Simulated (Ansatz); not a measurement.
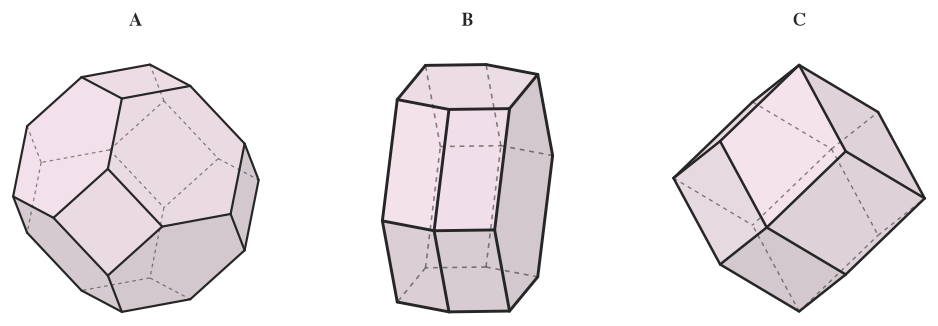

First Brillouin zones computed for the structures below (computed or model cells, partly hypothetical), each scaled to its frame and seen from the same direction (third Cartesian axis up).

> Match each zone to its crystal.
1. Sn, No. 229, Im-3m, a = 3.84 Å, b = 3.84 Å, c = 3.84 Å, α = 90.00°, β = 90.00°, γ = 90.00°
2. La, C2/c, No. 15, a = 3.58 Å, b = 11.74 Å, c = 3.64 Å, α = 90.00°, β = 118.75°, γ = 90.00°
3. Nb, Fd-3m, No. 227, origin choice 1, a = 5.81 Å, b = 5.81 Å, c = 5.81 Å, α = 90.00°, β = 90.00°, γ = 90.00°

A is 3 (face-centred cubic, a truncated octahedron); B is 2 (base-centred monoclinic, an elongated dodecahedron); C is 1 (body-centred cubic, a rhombic dodecahedron).
